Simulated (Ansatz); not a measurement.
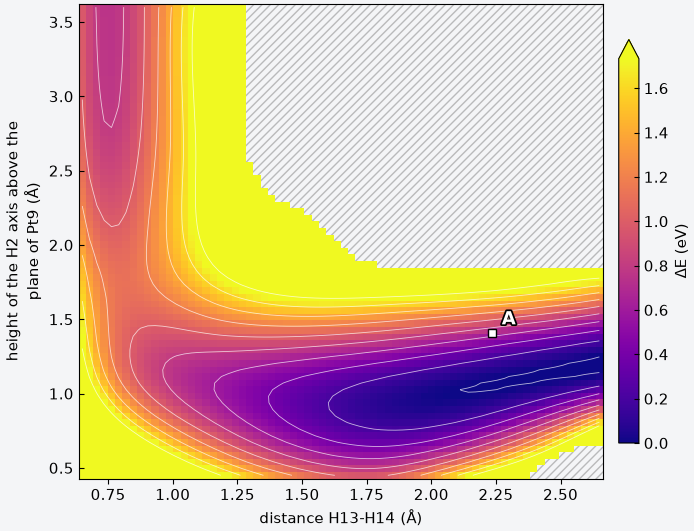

H₂ on a Pt(111) slab cut from the Fm-3m phase, its upper half relaxed before the scan (12 atoms of substrate and one adsorbate in a 2 × 2 cell). 
- H2 lies flat over one site of a rigid substrate while its bond length and height are varied; it sits over a bridge site, heights counted from the top plane, its axis along a direction equivalent to the long diagonal of the hexagonal surface cell.
- The first coordinate is: distance H13-H14; the second: height of the H2 axis above the plane of Pt9.
- The grid has 8 × 9 points. At 16 points there is no value (left out: too close to the surface, or the stretched molecule far from it).
- Points are written as (first, second).
- Energies: eV, counted from the lowest grid point.
- The calculation used DFT PBE, scalar-relativistic, plane waves, PAW (Ansatz 0.2.0). Settings: cutoff 420 eV, k-mesh 6×6×1, gaussian smearing 0.1 eV, no spin polarisation.

In the figure: a smooth colour map with a few white contour lines, one colour for all values above the top of the scale, hatched blanks where no value was computed, the point A. Between grid points the surface is interpolated.

**Is A at rest? If not, where is it pushed?**

A, at (2.235 Å, 1.41 Å), is not a stationary point. The computed force is 0.76 eV for each Å towards larger values of distance H13-H14 and 3.4 eV for each Å towards smaller values of the second coordinate.

PAW datasets: the set soft_1.
